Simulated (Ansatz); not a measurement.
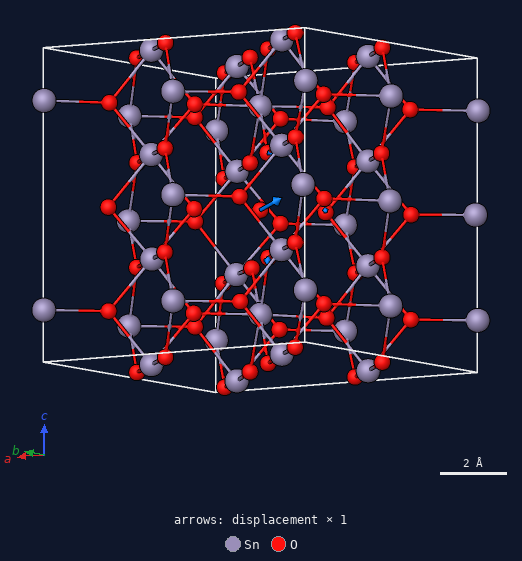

This is a relaxation of a defect cell of composition Sn23O49 (cell charge −2). The starting structure is drawn; blue arrows show the displacements, at their true length.

A ball-and-stick model of the cell of the calculation (origin shifted), seen from a free direction.

The calculation used DFT, PBEsol, PAW, plane waves in Ansatz 0.2.0. Settings: plane-wave cutoff 420 eV; k-point mesh 1 × 1 × 1; mesh shifted by (0.25, 0.25, 0.25); no spin polarisation; atoms relaxed in a fixed cell; force threshold 0.03 eV/Å; at most 80 steps.

> What happened in the run?

The largest move is that of an O atom, 0.94 Å roughly along [−3 0 1]. Largest moves by element: O 0.94 Å, Sn 0.17 Å. The lattice vectors keep their values. Near-neighbour distances that change, for instance: O–O 2.065 → 1.374 Å, O–O 2.030 → 1.560 Å, O–Sn 2.043 → 2.222 Å, O–Sn 2.086 → 1.934 Å. New bonds form, among them: O–O (2.07 → 1.37 Å). Bond angles that change, for instance: Sn–O–Sn 128.6° → 144.2°, O–Sn–O 91.6° → 78.1°, O–Sn–O 78.5° → 91.3°. The energy falls by 3.451 eV per cell of the calculation in 14 geometry steps. The largest force component goes from 2 to 0.018 eV/Å.

Limits of the set-up: the cell is charged, on a uniform background, and energies carry no finite-size correction.
